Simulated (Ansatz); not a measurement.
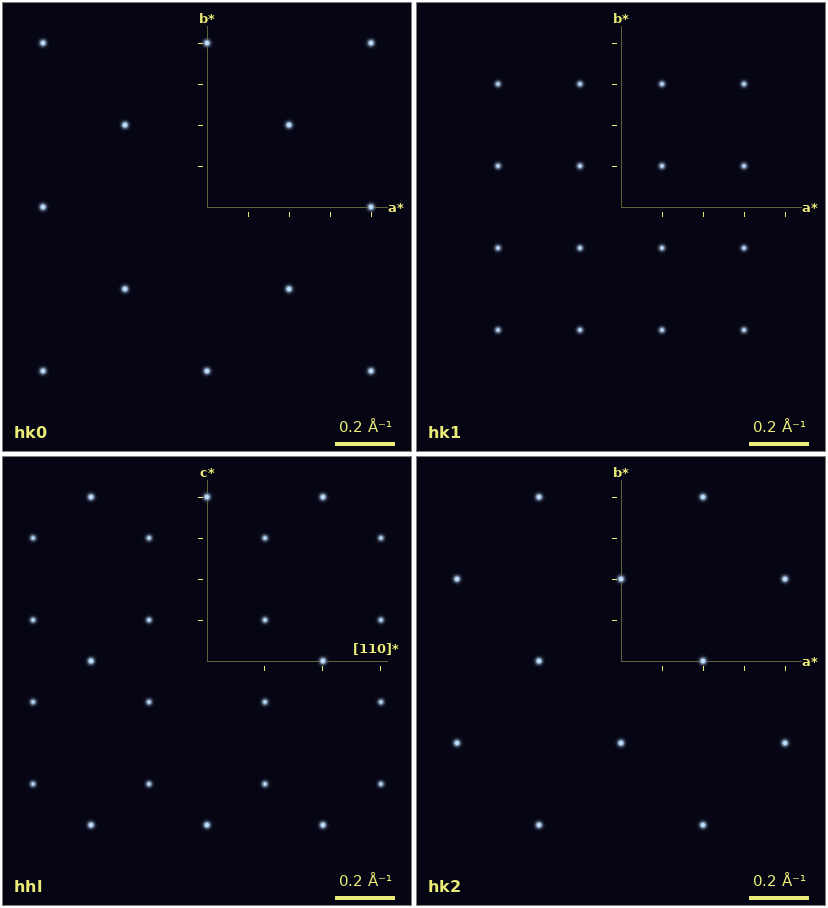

Simulated precession-type sections (neutrons; kinematic intensities, B = 0.5 Å²). The ticks mark integer indices of the conventional cell.

Q: Read the reciprocal cell and give the direct cell.

A: a* = 0.141, b* = 0.141, c* = 0.141 Å⁻¹; the cell is cubic with a = 7.09 Å.

Q: List the systematic absences.

A: Reflections are present only under these conditions. hkl: h + k = 2n, h + l = 2n; hk0: h = 2n, h + k = 4n; hhl: h + l = 2n; h00: h = 4n. The lattice is face-centred (F). Further gaps, such as 2 2 2, 4 4 2, come from atoms on special positions, not from the group's general conditions.

Q: Which space groups fit?

A: The intensities have Laue symmetry m-3m (the hk0 layer shows 4mm, hk1 shows 4mm). With these conditions only Fd-3m (No. 227) fits. The compound is Y. Structure: coordinates from a relaxation with Ansatz 0.2.0, DFT, PBE, plane waves (420 eV) with PAW, scalar-relativistic; the starting structure was generated, so it need not be a known form of this composition.
